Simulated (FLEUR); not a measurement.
System: TiAl, space group P-6m2 (No. 187).

Starting cell:
```cif
data_structure
_symmetry_space_group_name_H-M 'P 1'
_symmetry_Int_Tables_number 1
_cell_length_a 2.8673
_cell_length_b 2.8673
_cell_length_c 4.6781
_cell_angle_alpha 90.000
_cell_angle_beta 90.000
_cell_angle_gamma 120.000
_cell_volume 33.31
loop_
_atom_site_label
_atom_site_type_symbol
_atom_site_fract_x
_atom_site_fract_y
_atom_site_fract_z
_atom_site_occupancy
Ti1 Ti 0.00000 0.00000 0.00000 1
Al1 Al 0.33333 0.66667 0.50000 1
```

How it was computed, with FLEUR MaX-R8.1 (later development tree): all-electron LAPW DFT, no spin polarisation; energies at scaled volumes of the given cell, shape and fractions fixed, counted from the fit's minimum, third-order Birch-Murnaghan fit. Level: PBEsol.

- k mesh: 11×11×6
- occupations: Fermi–Dirac
- smearing width: 0.05 eV
- potentials: all electron
- program settings: basis FLAPW, kmax 4.3 1/bohr

Predict the energy against volume. The volume takes the values 15.65, 15.99, 16.32, 16.65, 16.99, 17.32, 17.65 Å³/atom.

A third-order Birch–Murnaghan fit gives V0 = 16.21 Å³/atom, B0 = 112 GPa and B′ = 3.8. The energy is 7.07 meV/atom at volume 15.65 Å³/atom and 38.92 meV/atom at 17.65 Å³/atom; the lowest computed point is at volume 16.32 Å³/atom (0.25 meV/atom).

```
volume (Å³/atom)  energy (meV/atom)
           15.65               7.07
           15.99               1.11
           16.32               0.25
           16.65               4.01
           16.99              11.96
           17.32              23.72
           17.65              38.92
```

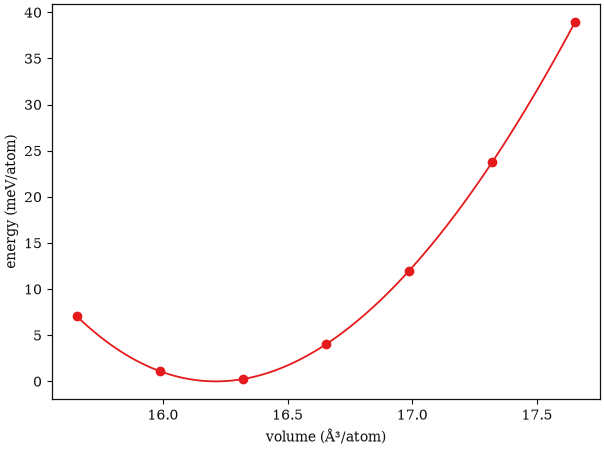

Caveats: shape and atomic fractions are frozen while scaling, which makes layered, chain and framework solids too stiff.
